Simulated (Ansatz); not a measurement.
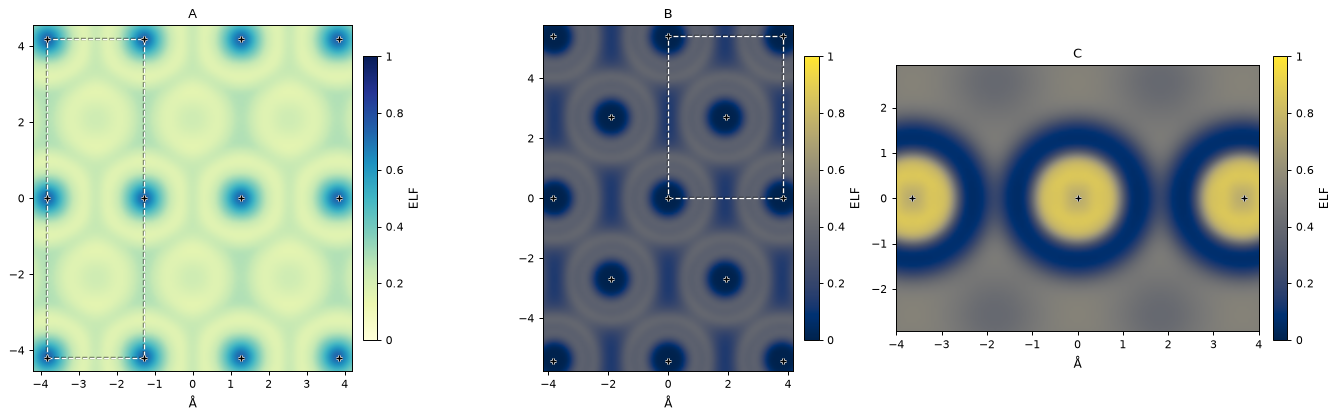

The ELF of 3 systems, each on a plane through atoms (crosses mark nuclei in the plane).

These are results of DFT, BLYP, plane waves (420 eV) with PAW, scalar-relativistic in Ansatz 0.2.0, not measurements.

System 1: Ni, the (100) plane of the conventional cell. Space group P6₃/mmc; set up as Ni, dhcp; a generated structure, not necessarily the stable one; changed on purpose from its base cell (volume × 1.04); computed pressure about −6 GPa in this cell; spin-polarised.

```cif
data_structure
_symmetry_space_group_name_H-M 'P 1'
_symmetry_Int_Tables_number 1
_cell_length_a 2.5614
_cell_length_b 2.5614
_cell_length_c 8.3930
_cell_angle_alpha 90.000
_cell_angle_beta 90.000
_cell_angle_gamma 120.000
_cell_volume 47.69
loop_
_atom_site_label
_atom_site_type_symbol
_atom_site_fract_x
_atom_site_fract_y
_atom_site_fract_z
_atom_site_occupancy
Ni1 Ni 0.00000 0.00000 0.00000 1
Ni2 Ni 0.00000 0.00000 0.50000 1
Ni3 Ni 0.33333 0.66667 0.25000 1
Ni4 Ni 0.66667 0.33333 0.75000 1
```

System 2: Ca, the (011) plane of the conventional cell. Space group Pm-3m; set up as Ca, simple cubic; a generated structure, not necessarily the stable one; changed on purpose from its base cell (volume × 1.08).

```cif
data_structure
_symmetry_space_group_name_H-M 'P 1'
_symmetry_Int_Tables_number 1
_cell_length_a 3.6641
_cell_length_b 3.6641
_cell_length_c 3.6641
_cell_angle_alpha 90.000
_cell_angle_beta 90.000
_cell_angle_gamma 90.000
_cell_volume 49.19
loop_
_atom_site_label
_atom_site_type_symbol
_atom_site_fract_x
_atom_site_fract_y
_atom_site_fract_z
_atom_site_occupancy
Ca1 Ca 0.00000 0.00000 0.00000 1
```

System 3: Sn, the (011̄) plane of the conventional cell. Space group Im-3m; set up as Sn, bcc; a generated structure, not necessarily the stable one; changed on purpose from its base cell (volume × 0.92); computed pressure about 4 GPa in this cell.

```yaml
crystal:
  lattice:
    - [3.83171, 0.00000, 0.00000]
    - [0.00000, 3.83171, 0.00000]
    - [0.00000, 0.00000, 3.83171]
  atoms:
    - { symbol: Sn, position: [0.00000, 0.00000, 0.00000] }
    - { symbol: Sn, position: [0.50000, 0.50000, 0.50000] }
```

Question: Match each panel to its system.

Answer: Panel A is system 1, Ni: the plane holds Ni. Ni–Ni (2.56 Å): the ELF is about 0.25 at the midpoint; no shared electron pair shows on this line. Panel B is system 3, Sn: the plane holds Sn. Sn–Sn (3.32 Å): the ELF is about 0.35 at the midpoint. Panel C is system 2, Ca: the plane holds Ca. Ca–Ca (3.66 Å): the ELF is about 0.20 at the midpoint (no shared electron pair shows on this line).
